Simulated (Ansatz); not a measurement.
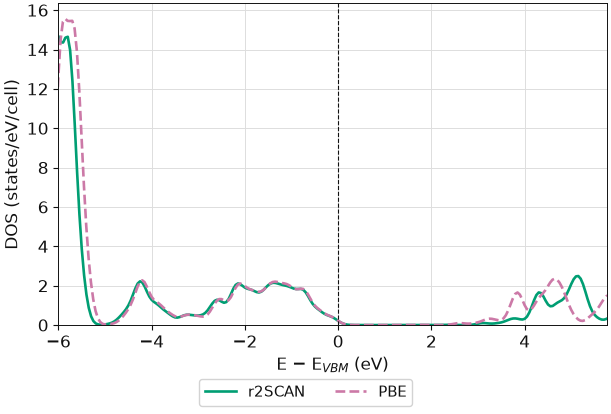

Total densities of states of ZnS, space group F-43m (No. 216), 2 atoms in the cell, zincblende type, hydrostatic strain +3.0%, by two methods on the same cell. The curves are built from the levels of the k mesh with Gaussians 0.3 eV wide, which also blur the band edges. Each is counted from its own valence-band top.

> How do the methods compare?

r2SCAN gives a gap of 2.31 eV and PBE gives a gap of 1.77 eV.

Settings. r2SCAN: DFT, r2SCAN, plane waves, PAW, no spin polarisation, 8×8×8 k mesh, 500 eV cutoff (Ansatz 0.2.0). PBE: DFT, PBE, plane waves, PAW, no spin polarisation, 8×8×8 k mesh, 420 eV cutoff, Fermi-Dirac smearing of 0.02 eV (Ansatz).
